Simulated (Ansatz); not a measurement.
Single-point calculation, with input and output: Ti

- system: Ti (1 atom in the cell)
- method: DFT, PBEsol, PAW with Ansatz's default frozen-core files, scalar-relativistic, no spin polarisation (Ansatz 0.2.0)

Its volume is 0.68 times that of the source entry. It belongs to a series of runs on one base structure; here: volume scaled by 0.68, PAW files. Figures and captions count atoms from 1; the log counts them from 0 in places.

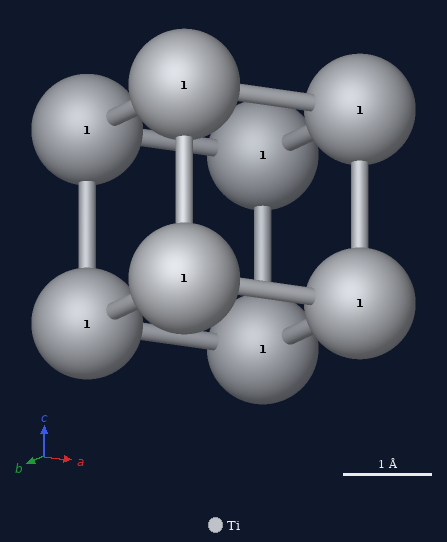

Fig. 1: The input geometry (ball-and-stick view of the cell of the calculation, seen at an oblique angle; atoms are numbered from 1 in the order of the input). An atom can appear more than once, as a periodic image.

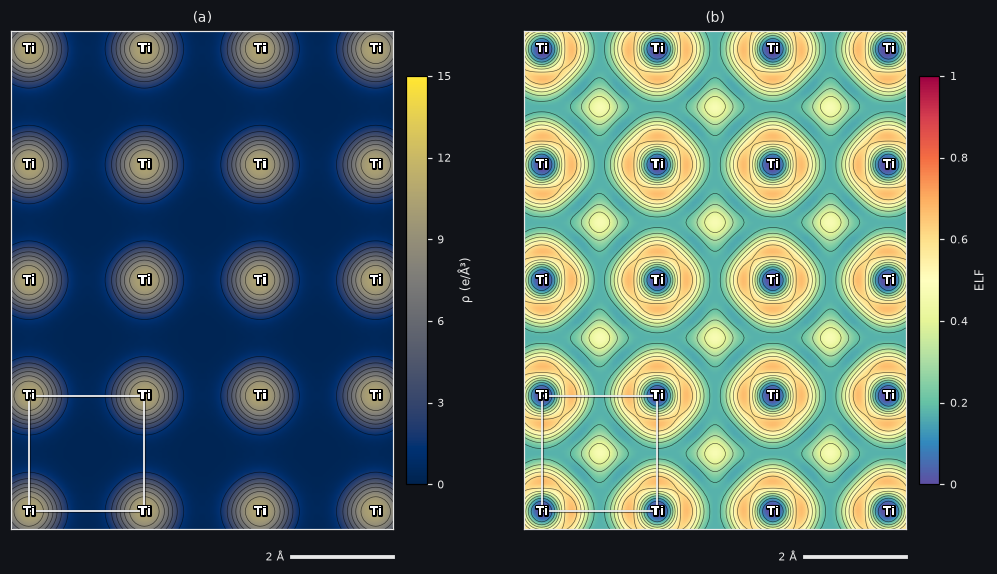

Fig. 2: (a) valence charge density (pseudo); (b) electron localisation function on the (001) plane of the conventional cell. The section cuts through Ti sites. Ti–Ti (2.28 Å): ρ at the midpoint is about 0.48 e/Å³; the ELF is about 0.15 at the midpoint (no shared electron pair). Away from the nuclei the density in this plane falls to 0.25 e/Å³ at its lowest. The strong features right at Ti lie inside the PAW spheres (semicore, d or f shells) and say nothing about bonding. In a PAW calculation such maps are meaningful between the atoms, not at the nuclei.

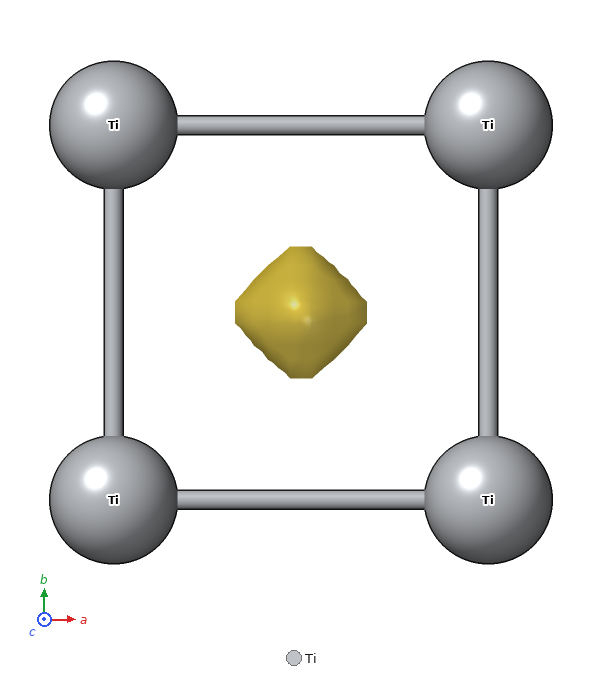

Fig. 3: Isosurface of the ELF at 0.55 (yellow), seen along the c axis. Core shells and regions of very low density are left out. Sticks mark near contacts. The outline is the cell set on symmetry axes. Values along the shortest contacts: Ti–Ti (2.28 Å): the ELF is about 0.15 at the midpoint (no localised pair between them).

The input that produced these results follows, with the program's output.

**Input**
```yaml
crystal:
  lattice:
    - [2.2826708312, 0.0, 0.0]
    - [0.0, 2.2826708312, 0.0]
    - [0.0, 0.0, 2.2826708312]
  atoms:
    - { symbol: Ti, position: [0.0, 0.0, 0.0] }
kpoints:
  mp_grid: { grid: [14, 14, 14] }
scf:
  occupations: { method: fermi_dirac, width: 0.08 }
hamiltonian:
  xc: pbesol
  pseudopotentials: { kind: paw }
output:
  forces: true
  stress: true
  eigenvalues: true
  populations: true
  write_density: true
  write_potential: true
  elf: true
  volumetric_format: npy
```

Launched with:
```bash
ansatz run input.yaml --threads 1 --pin off --max-ram 2048MiB --backend cpu --events-out ev --progress --plain --runs-dir out
```

**What the program printed**
```
Engine: ansatz 0.2.0, aarch64-unknown-linux-gnu
Pseudopotentials: kind: paw
Pseudopotential: Ti, paw, valence charge 12, recommended cutoff 420 eV (normal), Ti.paw.azcp
Functional definition: PBEsol
  exchange = pbesol_x
  correlation = pbesol_c
Crystal: 1 atoms, lattice volume = 11.894 Å³
Basis set: ecut = 420 eV, 251 PW (Γ), exchange–correlation on 32×32×32 points (8 copies of the dense FFT grid, shifted against one another)
Bands: 10, of which v1, the nominal top of the filled ones, is band 6 counted from 1 (5 counted from 0)
Symmetry: 48 space group operations
Space group: Pm-3m (ITA 221), of the structure as read, at distance tolerance 2.3e-5 Å
k-points: 120 of 2744
Non-local potential: Ti, projectors of the file, l = 0: 3, l = 1: 2, l = 2: 3, l = 3: 1
PAW form: soft (Blöchl's): semilocal exchange-correlation on the pseudo side does not see the compensation charge
PAW frozen core: Ti, regenerated for the run's functional, and the local potential with it (the file was generated under x = pbe(κ = 0.804, μ = 0.2195149727645171), c = pbe(β = 0.06672455060314922))
PAW one-centre angular grid: Ti, 590 points (default); XC on 64 Gauss nodes
Initial density: superposition of atomic densities (neutral atoms: chi_scale 0, normalization atom), corrected by the library's trained network
Initial wavefunctions: pseudopotential atomic-orbital guess
Functional: x = pbesol(κ = 0.804, μ = 0.12345679012345678), c = pbesol(β = 0.046)
SCF iter   1: F=—  HF=-2472.249590 eV  |F-HF|=—  |Δ(HF+E_count)|=         —  Δρ=1.40e-2  dr2=9.90e-3  ethr=1.77e-3  ⟨swp⟩=4.5  Hψ=6585  notcnv=0
preconditioner: auto → none  [metal: Δε(μ)=0.005 eV  Ē_g=24.202 eV  σ=0.080 eV  W_gap=0.02  n_scr=0 (ndim 8)  ℏωp=34.0 eV  f_vac=0.000  D(μ)=1.61/eV (n_scr^D=26)]
SCF iter   2: F=—  HF=-2472.247744 eV  |F-HF|=—  |Δ(HF+E_count)|=   1.85e-3  Δρ=6.48e-3  dr2=2.02e-3  ethr=8.25e-5  ⟨swp⟩=1.0  Hψ=2160  notcnv=0
SCF iter   3: F=—  HF=-2472.247382 eV  |F-HF|=—  |Δ(HF+E_count)|=   3.63e-4  Δρ=2.13e-4  dr2=1.82e-6  ethr=1.68e-5  ⟨swp⟩=1.0  Hψ=1200  notcnv=0
SCF iter   4: F=—  HF=-2472.247347 eV  |F-HF|=—  |Δ(HF+E_count)|=   3.42e-5  Δρ=7.83e-5  dr2=5.29e-7  ethr=1.51e-8  ⟨swp⟩=2.0  Hψ=1959  notcnv=0
iter 5 did not close the SCF: its close was put off for the readings that it lacked (scf_convergence_deferred on its scf_iter line)
SCF iter   5: F=-2472.247347 eV  HF=-2472.247347 eV  |F-HF|=5.65e-9  |Δ(HF+E_count)|=   2.10e-7  Δρ=1.24e-5  dr2=1.40e-8  ethr=4.41e-9  ⟨swp⟩=2.3  Hψ=1865  notcnv=0
SCF iter   6: F=-2472.247347 eV  HF=-2472.247347 eV  |F-HF|=1.95e-10  |Δ(HF+E_count)|=   1.92e-9  Δρ=3.47e-6  dr2=5.03e-10  ethr=1.16e-10  ⟨swp⟩=4.2  Hψ=5450  notcnv=0
SCF 1 converged in 6 iterations: F = -2472.247347 eV  dr2 = 5.03e-10
  greatest PAW one-centre occupation: 0.999 electrons in one spin orbital (limit 2), on the Ti atom at site 0 (counted from 0), in its partial waves of l = 0
SCF converged after 6 iterations
Free energy (F): -2472.247347 eV
Harris-Foulkes:  -2472.247347 eV  (|F-HF|=1.95e-10)
Internal energy: -2472.213691 eV  (E = F + TS)
E sigma→0 (E₀):  -2472.230519 eV
Entropy (-TS):   -0.033656 eV (-33.656 meV/atom)
Fermi energy:    20.092941 eV
--- Per-component energies (eV) ---
  E_band       = -70.959100
  E_kinetic    = 286.817402
  E_local      = -647.200587  (includes V_loc(G=0)·N_el)
  E_nonlocal   = 14.297193
  E_hartree    = 289.392752
  E_xc         = -100.180633
  E_vxc        = -126.200229  (∫ρ·V_xc dr)
  E_paw        = -1026.796975  (= ΣΔE_a)
  E_vpaw       = -177.458143  (= ΣTr[D̂ρ^β])
  E_aug_tail   = 0.000120  (compensation charges beyond the density's cutoff)
  E_ewald      = -1288.682347
  E_core_change = 0.139384  (= ΣΔE_core)
  E_smearing   = -0.033656  (= −TS)
  E_closure    = 0.000000  (closes the sum)
  Σ components = -2472.247347   (vs F -2472.247347, Δ=0.00e0)
--- Forces (eV/Å), atoms counted from 1 ---
  atom   1  Ti    -0.00000000    -0.00000000     0.00000000
  max |Σ_I F_I| component: 1.19e-31 eV/Å
--- Stress (GPa, compression-positive) ---
       62.959955      -0.000000       0.000000
       -0.000000      62.959955       0.000000
        0.000000       0.000000      62.959955
  P = ⅓ Tr σ = 62.9600 GPa (629.600 kbar)
--- Band table (eV; the first three rows and the last of 120) ---
  k-point 0: bands = ["-36.2429", "-10.9399", "-10.9399", "-10.9399", "13.8944", "17.4829", "17.4829", "26.2247", "26.2247", "26.2247"]
  k-point 1: bands = ["-36.2162", "-11.0978", "-10.9265", "-10.9265", "14.0914", "17.5368", "17.6931", "26.0106", "26.0106", "26.2404"]
  k-point 2: bands = ["-36.1407", "-11.5287", "-10.8889", "-10.8889", "14.6300", "17.6908", "18.3011", "25.4467", "25.4467", "26.2845"]
  k-point 119: bands = ["-34.6469", "-12.8221", "-12.8221", "-12.8221", "17.3218", "17.3218", "17.3218", "28.4771", "28.4771", "29.5546"]
--- Löwdin populations: 1 site ---
  site symbol       q [e]
     0     Ti     11.9332
  spilling = 0.005564 (of n_electrons = 12.000000)
```

**File populations.tsv**
```
# site	symbol	l	j	q
# orbitals = lowdin
# n_electrons = 12.000000
# spilling = 0.005564
0	Ti	0_3S	-	1.816537
0	Ti	0_4S	-	0.728496
0	Ti	1_3P	-	5.927309
0	Ti	2_3D	-	3.460890
```

**File rho_z.tsv**
```
# z_ang	rho[e/angstrom^3]
# format = ansatz-planar-average/11
# lattice	2.282670831	0.000000000	0.000000000
# lattice	0.000000000	2.282670831	0.000000000
# lattice	0.000000000	0.000000000	2.282670831
# sites	1
# site	22	0.000000000	0.000000000	0.000000000
0.000000	2.200649e0
0.142667	2.064588e0
0.285334	1.694575e0
0.428001	1.208173e0
0.570668	7.659310e-1
0.713335	4.756820e-1
0.856002	3.378104e-1
0.998668	2.871870e-1
1.141335	2.739794e-1
1.284002	2.871870e-1
1.426669	3.378104e-1
1.569336	4.756820e-1
1.712003	7.659310e-1
1.854670	1.208173e0
1.997337	1.694575e0
2.140004	2.064588e0
```

**File v_z.tsv**
```
# z_ang	v_es[eV]	v_tot[eV]
# format = ansatz-planar-average/11
# xc	pbesol
# density_cutoff_ev	1680
# datasets	Ti=:simpson_from_first_knot:soft:shift=-797321
# lattice	2.282670831	0.000000000	0.000000000
# lattice	0.000000000	2.282670831	0.000000000
# lattice	0.000000000	0.000000000	2.282670831
# sites	1
# site	22	0.000000000	0.000000000	0.000000000
0.000000	1.750423e0	-1.366809e1
0.142667	2.189925e0	-1.303778e1
0.285334	3.542929e0	-1.111879e1
0.428001	5.839551e0	-7.961092e0
0.570668	8.949907e0	-3.822363e0
0.713335	1.242102e1	6.339153e-1
0.856002	1.554407e1	4.486111e0
0.998668	1.750596e1	6.772625e0
1.141335	1.807265e1	7.377476e0
1.284002	1.750596e1	6.772625e0
1.426669	1.554407e1	4.486111e0
1.569336	1.242102e1	6.339153e-1
1.712003	8.949907e0	-3.822363e0
1.854670	5.839551e0	-7.961092e0
1.997337	3.542929e0	-1.111879e1
2.140004	2.189925e0	-1.303778e1
```

**Key numbers**

```json
{"quantity": "outcome", "value": "converged"}
{"quantity": "space group (tolerance 0.01 Å)", "value": "Pm-3m (221)"}
{"quantity": "electrons treated", "value": "12"}
{"quantity": "free energy", "value": "−2472.2473 eV"}
{"quantity": "Fermi energy", "value": "20.093 eV"}
{"quantity": "pressure", "value": "62.96 GPa"}
{"quantity": "largest force (length of the vector)", "value": "under 0.001 eV/Å"}
{"quantity": "hardware", "value": "1 thread of Arm Neoverse V1, 112 GiB of memory available, shared host"}
{"quantity": "wall time", "value": "1.6 s"}
{"quantity": "peak memory", "value": "0.27 GiB"}
```

**Remarks**

The cell is under a pressure of 63 GPa at this level, so it is not at its equilibrium volume.
